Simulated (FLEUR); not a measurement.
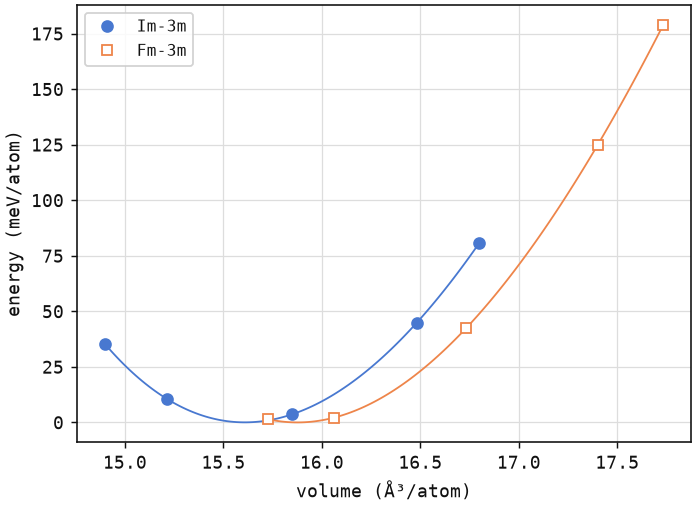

The plot gives the computed energy against volume, with one curve for each structure, for W. Each energy curve has its own zero, so the curves don't rank the structures.

Calculation (FLEUR MaX-R8.1 (later development tree)): all-electron LAPW DFT, no spin polarisation; energies at scaled volumes of the given cell, shape and fractions fixed, counted from the fit's minimum, third-order Birch-Murnaghan fit. Level: SCAN.

occupations Fermi–Dirac; smearing width 0.05 eV; potentials all electron.

Settings that differ: Im-3m: k mesh 12×12×12; Fm-3m: k mesh 11×11×11.

**Order the curves by fitted equilibrium volume, smallest first.**

Im-3m 15.609, Fm-3m 15.876 Å³/atom.

The computed values:

Im-3m:
```tsv
volume (Å³/atom)	energy (meV/atom)
14.90	35.44
15.21	10.57
15.85	3.54
16.48	44.86
16.80	80.60
```

Fm-3m:
```tsv
volume (Å³/atom)	energy (meV/atom)
15.73	1
16.06	2
16.73	42
17.40	125
17.73	179
```
